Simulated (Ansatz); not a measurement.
# ZnO: single-point calculation (part 1 of 2)

ZnO (slab, 24 atoms in the cell), computed with DFT PBE+D3(BJ), scalar-relativistic, plane waves, PAW, no spin polarisation (Ansatz 0.2.0).

The structure derives from an entry of the Crystallography Open Database. It belongs to a series of runs on one base structure; here: the slab at its places in the relaxed adsorbed structure. Figures and captions count atoms from 1; the log counts them from 0 in places.

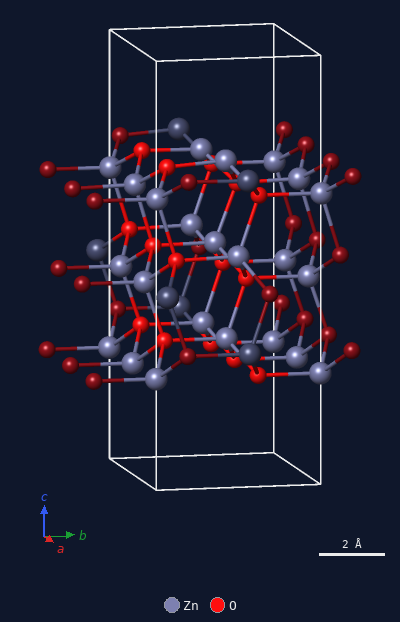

Fig. 1: The structure as given in the input (ball-and-stick view of the cell of the calculation, with the vacuum cut short, seen slightly off an axis; neighbours outside the cell are drawn fainter). An atom can appear more than once, as a periodic image. Near neighbours in the periodic cell (some may lie outside the picture): Zn has 3 O at 1.89 to 1.99 Å; O has 3 Zn at 1.89 to 1.99 Å; Zn has 4 O at 1.91 to 2.07 Å; O has 4 Zn at 1.96 to 2.07 Å.

Key numbers

| quantity | value |
| --- | --- |
| outcome | converged |
| electrons treated | 216 |
| free energy | −46641.4125 eV |
| work function, top face | 4.29 eV |
| work function, bottom face | 4.89 eV |
| Fermi energy | −0.402 eV |
| gap on the k-point mesh | 0.46 eV |
| work function (upper face) | 4.29 eV |
| largest force (length of the vector) | 1.760 eV/Å |
| hardware | 8 threads of Intel Xeon @ 2.50GHz (Skylake/Cascade Lake), 32 GiB of memory available, shared host |
| wall time | 10 s (CPU time 77 s) |
| peak memory | 2.6 GiB |

Input
```yaml
crystal:
  lattice:
    - [6.509489454, 0.0, 0.0]
    - [0.0, 5.2564237872, 0.0]
    - [0.0, 0.0, 24.576947105]
  atoms:
    - { symbol: Zn, position: [0.5, 0.9983827816, 0.3255082889] }
    - { symbol: Zn, position: [0.0, 0.9983827816, 0.3255082889] }
    - { symbol: O, position: [0.5, 0.6195172184, 0.3255082889] }
    - { symbol: O, position: [0.0, 0.6195172184, 0.3255082889] }
    - { symbol: Zn, position: [0.75, 0.4983827816, 0.3637377675] }
    - { symbol: Zn, position: [0.25, 0.4983827816, 0.3637377675] }
    - { symbol: O, position: [0.75, 0.1195172184, 0.3637377675] }
    - { symbol: O, position: [0.25, 0.1195172184, 0.3637377675] }
    - { symbol: Zn, position: [0.75, 0.9983827816, 0.4401967246] }
    - { symbol: Zn, position: [0.25, 0.9983827816, 0.4401967246] }
    - { symbol: O, position: [0.75, 0.6195172184, 0.4401967246] }
    - { symbol: O, position: [0.25, 0.6195172184, 0.4401967246] }
    - { symbol: Zn, position: [-0.0004733046, 0.4998093755, 0.4791336473] }
    - { symbol: Zn, position: [0.5005663939, 0.4989734756, 0.4770993886] }
    - { symbol: O, position: [8.4263e-06, 0.1210500417, 0.4764028752] }
    - { symbol: O, position: [0.4998539498, 0.1223520774, 0.475550363] }
    - { symbol: Zn, position: [-0.000266525, 1.0049052938, 0.5567051192] }
    - { symbol: Zn, position: [0.5007382474, 1.0110674163, 0.5550758657] }
    - { symbol: O, position: [-8.4098e-06, 0.6248743418, 0.5570012595] }
    - { symbol: O, position: [0.5017274007, 0.631954319, 0.5525727113] }
    - { symbol: Zn, position: [0.2555813421, 0.4856836879, 0.5868203453] }
    - { symbol: Zn, position: [0.7452438713, 0.4950101776, 0.592132326] }
    - { symbol: O, position: [0.2502279462, 0.1256661228, 0.5876888582] }
    - { symbol: O, position: [0.7501408649, 0.1364397018, 0.5865631891] }
basis:
  ecutwfc: 420
kpoints:
  mp_grid: { grid: [3, 3, 1] }
hamiltonian:
  xc: pbe
  dispersion: d3bj
scf:
  occupations: { method: gaussian, width: 0.05 }
output:
  forces: true
  eigenvalues: true
  write_density: true
  volumetric_format: npy
efield:
  axis: 3
  dipole_correction: true
  ramp_width: 0.04
```

Run as:
```bash
ansatz run input.yaml --threads 8 --pin off --max-ram 20480MiB --backend cpu --events-out ev --progress --plain --runs-dir out
```

What the program printed
```
Engine: ansatz 0.2.0, x86_64-unknown-linux-gnu
Pseudopotentials: kind: paw
Pseudopotential: Zn, paw, valence charge 12, recommended cutoff 420 eV (normal), Zn.paw.azcp
Pseudopotential: O, paw, valence charge 6, recommended cutoff 420 eV (normal), O.paw.azcp
Functional definition: PBE
  parameter kappa = 0.804
  parameter beta = 0.06672455060314922
  exchange = pbe_x(kappa = kappa, mu = beta*pi^2/3)
  correlation = pbe_c(beta = beta)
Crystal: 24 atoms, lattice volume = 840.940 Å³
Basis set: ecut = 420 eV, 16427 PW (Γ), exchange–correlation on 90×72×360 points (8 copies of the dense FFT grid, shifted against one another)
Bands: 132, of which v1, the nominal top of the filled ones, is band 108 counted from 1 (107 counted from 0)
Symmetry: 1 space group operations
Space group: P1 (ITA 1), of the structure as read, at distance tolerance 9.4e-5 Å
k-points: 5 of 9 (time reversal used)
Non-local potential: Zn, projectors of the file, l = 0: 2, l = 1: 2, l = 2: 3, l = 3: 1
Non-local potential: O, projectors of the file, l = 0: 2, l = 1: 2, l = 2: 1
PAW form: soft (Blöchl's): semilocal exchange-correlation on the pseudo side does not see the compensation charge
PAW one-centre angular grid: Zn, 590 points (default); XC on 64 Gauss nodes
PAW one-centre angular grid: O, 110 points (default); XC on 64 Gauss nodes
Initial density: superposition of atomic densities (neutral atoms: chi_scale 0, normalization atom), corrected by the library's trained network
Initial wavefunctions: pseudopotential atomic-orbital guess
Functional: x = pbe(κ = 0.804, μ = 0.2195149727645171), c = pbe(β = 0.06672455060314922)
SCF iter   1: F=—  HF=-46641.405622 eV  |F-HF|=—  |Δ(HF+E_count)|=         —  Δρ=1.26e-3  dr2=1.42e-2  ethr=1.77e-3  p=0.066 e·Å  D=1.43e-2 V/Å  ΔV_dip=-0.35 eV  dr2_dipole=4.20e-3  V_vac-E_F(+/−)=4.38/4.73 eV  ⟨swp⟩=7.6  Hψ=2995  notcnv=0  defer=46
efield: sawtooth ramp at fractional position 0.9388 (placed from the atoms, in the widest stretch of the axis that holds none; the zero of the levels goes with the place), width 0.0400; the density the first Hamiltonian is built on has a dipole p = 0.066 e·Å; the dipole correction subtracts the counter field D = 1.43e-2 V/Å, which shifts the + side's vacuum level by -0.35 eV against the − side's; the planar-averaged density in the ramp window peaks in size at 2.7e-6 e/Å³
preconditioner: auto → Resta (q_TF=auto, 2.175 Å⁻¹)  ε∞=3.8  [insulator: Δε(μ)=0.509 eV  Ē_g=11.250 eV  σ=0.050 eV  W_gap=1.00  n_scr=142 (ndim 8)  ℏωp=18.8 eV  f_vac=0.624  D(μ)=0.00/eV (n_scr^D=0)  ε∞_Penn≈3.8  vacuum switching on, ρ_ref=9.2e-3 e/Å³]
SCF iter   2: F=—  HF=-46641.411129 eV  |F-HF|=—  |Δ(HF+E_count)|=   5.51e-3  Δρ=6.10e-4  dr2=2.11e-3  ethr=6.55e-6  p=0.099 e·Å  D=2.12e-2 V/Å  ΔV_dip=-0.52 eV  dr2_dipole=1.32e-4  V_vac-E_F(+/−)=4.30/4.82 eV  ⟨swp⟩=2.6  Hψ=1315  notcnv=0  defer=93
SCF iter   3: F=—  HF=-46641.412024 eV  |F-HF|=—  |Δ(HF+E_count)|=   8.94e-4  Δρ=3.77e-4  dr2=9.54e-4  ethr=9.78e-7  p=0.107 e·Å  D=2.31e-2 V/Å  ΔV_dip=-0.57 eV  dr2_dipole=2.96e-5  V_vac-E_F(+/−)=4.30/4.86 eV  ⟨swp⟩=2.0  Hψ=1091  notcnv=0  defer=93
SCF iter   4: F=—  HF=-46641.412247 eV  |F-HF|=—  |Δ(HF+E_count)|=   2.23e-4  Δρ=1.18e-4  dr2=1.20e-4  ethr=4.42e-7  p=0.112 e·Å  D=2.41e-2 V/Å  ΔV_dip=-0.59 eV  dr2_dipole=7.50e-7  V_vac-E_F(+/−)=4.29/4.88 eV  ⟨swp⟩=2.0  Hψ=1055  notcnv=0  defer=93
SCF iter   5: F=—  HF=-46641.412326 eV  |F-HF|=—  |Δ(HF+E_count)|=   7.87e-5  Δρ=7.56e-5  dr2=4.24e-5  ethr=5.55e-8  p=0.112 e·Å  D=2.42e-2 V/Å  ΔV_dip=-0.59 eV  dr2_dipole=3.75e-7  V_vac-E_F(+/−)=4.29/4.88 eV  ⟨swp⟩=2.0  Hψ=1097  notcnv=0  defer=93
SCF iter   6: F=—  HF=-46641.412449 eV  |F-HF|=—  |Δ(HF+E_count)|=   1.23e-4  Δρ=2.28e-5  dr2=3.92e-6  ethr=1.96e-8  p=0.113 e·Å  D=2.43e-2 V/Å  ΔV_dip=-0.60 eV  dr2_dipole=6.34e-9  V_vac-E_F(+/−)=4.29/4.88 eV  ⟨swp⟩=2.0  Hψ=1097  notcnv=0  defer=93
SCF iter   7: F=—  HF=-46641.412454 eV  |F-HF|=—  |Δ(HF+E_count)|=   4.78e-6  Δρ=1.40e-5  dr2=1.49e-6  ethr=1.82e-9  p=0.113 e·Å  D=2.43e-2 V/Å  ΔV_dip=-0.60 eV  dr2_dipole=1.78e-8  V_vac-E_F(+/−)=4.29/4.89 eV  ⟨swp⟩=2.0  Hψ=1105  notcnv=0  defer=93
SCF iter   8: F=-46641.412454 eV  HF=-46641.412454 eV  |F-HF|=8.02e-8  |Δ(HF+E_count)|=   3.13e-8  Δρ=3.09e-6  dr2=7.26e-8  ethr=4.63e-11  p=0.113 e·Å  D=2.43e-2 V/Å  ΔV_dip=-0.60 eV  dr2_dipole=1.10e-9  V_vac-E_F(+/−)=4.29/4.89 eV  ⟨swp⟩=18.0  Hψ=4655  notcnv=0
SCF 1 converged in 8 iterations: F = -46641.412454 eV  dr2 = 7.26e-8
  greatest PAW one-centre occupation: 0.989 electrons in one spin orbital (limit 2), on the Zn atom at site 21 (counted from 0), in its partial waves of l = 2
SCF converged after 8 iterations
Free energy (F): -46641.412454 eV
Harris-Foulkes:  -46641.412454 eV  (|F-HF|=8.02e-8)
Internal energy: -46641.412454 eV  (E = F + TS)
E sigma→0 (E₀):  -46641.412454 eV
Fermi energy:    -0.401933 eV
Dipole field:    D = 0.024340 V/Å  (p = 0.113116 e·Å, saw-weighted, corrected)
Work function:   Φ+ = 4.2881 eV   Φ− = 4.8863 eV
Levels:          The Fermi level and band energies are counted from a zero that moves with the ramp; work functions are not
--- Per-component energies (eV) ---
  E_band       = -1370.639615
  E_kinetic    = 3657.335365
  E_local      = -250395.688940  (includes V_loc(G=0)·N_el)
  E_nonlocal   = 8004.901219
  E_hartree    = 122180.444080
  E_xc         = -2514.431365
  E_vxc        = -1731.375042  (∫ρ·V_xc dr)
  E_paw        = -23876.449347  (= ΣΔE_a)
  E_vpaw       = -5266.805933  (= ΣTr[D̂ρ^β])
  E_aug_tail   = 0.024975  (compensation charges beyond the density's cutoff)
  E_efield     = 0.001377  (sawtooth field / dipole correction)
  E_vefield    = 0.042815  (∫n·V_field dr)
  E_ewald      = 96306.492703
  E_disp       = -4.042519  (pairwise vdW)
  E_smearing   = -0.000000  (= −TS)
  E_closure    = -0.000000  (closes the sum)
  Σ components = -46641.412454   (vs F -46641.412454, Δ=0.00e0)
--- Forces (eV/Å), atoms counted from 1 ---
  atom   1  Zn    -0.00043001    -1.32449689     1.15621811
  atom   2  Zn     0.00049467    -1.32857411     1.15464305
  atom   3  O     -0.00088555     0.70961897     0.14026639
  atom   4  O      0.00105626     0.71275189     0.12981276
  atom   5  Zn     0.02203746     0.64624029    -0.80229576
  atom   6  Zn    -0.02159610     0.64448270    -0.80130296
  atom   7  O      0.00211779     0.06633871    -1.03663070
  atom   8  O     -0.00264754     0.06642102    -1.03866312
  atom   9  Zn     0.06808771    -0.16769310     0.12718859
  atom  10  Zn    -0.07511035    -0.17237557     0.12364196
  atom  11  O      0.16302652     0.06201291     0.45501936
  atom  12  O     -0.14885604     0.03766266     0.51253748
  atom  13  Zn    -0.02699671    -0.08256279    -0.37562542
  atom  14  Zn     0.01585221    -0.11467037    -0.42294381
  atom  15  O      0.00500760     0.02412787     0.19333307
  atom  16  O      0.00449369     0.01620001     0.16405118
  atom  17  Zn    -0.02030465     0.13377523    -0.32100812
  atom  18  Zn     0.00610780     0.08354488    -0.22926386
  atom  19  O     -0.12308050     0.08584956     0.61464828
  atom  20  O      0.07594757    -0.07885163     1.16268814
  atom  21  Zn    -0.09853396    -0.33410841    -0.81214327
  atom  22  Zn     0.13316600    -0.33501662    -1.31141272
  atom  23  O      0.12397874     0.42543046     0.56031482
  atom  24  O     -0.10293121     0.22395224     0.65675907
  max |Σ_I F_I| component: 1.67e-4 eV/Å
--- Band table (eV; the first three rows and the last of 5) ---
```
